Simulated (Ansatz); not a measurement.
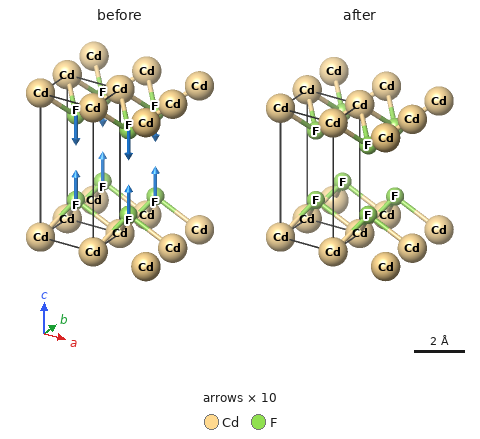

The structure of crystalline CdF$_{2}$ (built on the MoS2-187 type type) before (left) and after (right) a relaxation, at one scale. The blue arrows give the displacements (the part carried along by the change of the cell is left out), 10 times their true length.

A ball-and-stick model of the cell of the calculation, repeated 2 × 2 × 1 with one cell outlined, seen slightly off an axis.

Theory: Ansatz 0.2.0, DFT, r2SCAN+rVV10, plane waves, PAW. (plane-wave cutoff 500 eV; k-point mesh 12 × 12 × 4; occupations fermi dirac; smearing width 0.03 eV; no spin polarisation; cell and atoms relaxed; force threshold 0.01 eV/Å; at most 120 steps)

Question: Summarise the run.

Answer: The energy falls by 20.9 meV per cell of the calculation in 5 accepted moves (6 points after the start). Largest force component: 0.055 eV/Å at the start, 0.0017 eV/Å at the end. Pressure: −0.66 GPa at the start and 0.02 GPa at the end. At 1 point the geometry stayed and the basis and grid were re-selected for the new cell (energy shift of 4.7 meV per cell of the calculation at most each time). The largest moves relative to the cell, 0.13 Å, are those of F atoms. Cd stays in place. The volume changes by −11.0 %, with a = b 3.272 → 3.264 Å (−0.3 %), c 6.003 → 5.371 Å (−10.5 %). Among the contacts that change: Cd–F 2.261 → 2.255 Å. The space group stays P-6m2 (No. 187). Cost: 2.1 min on 2 threads of Intel(R) Xeon(R) Processor @ 2.50GHz (Skylake/Cascade Lake) (shared host), peak memory 0.61 GiB.
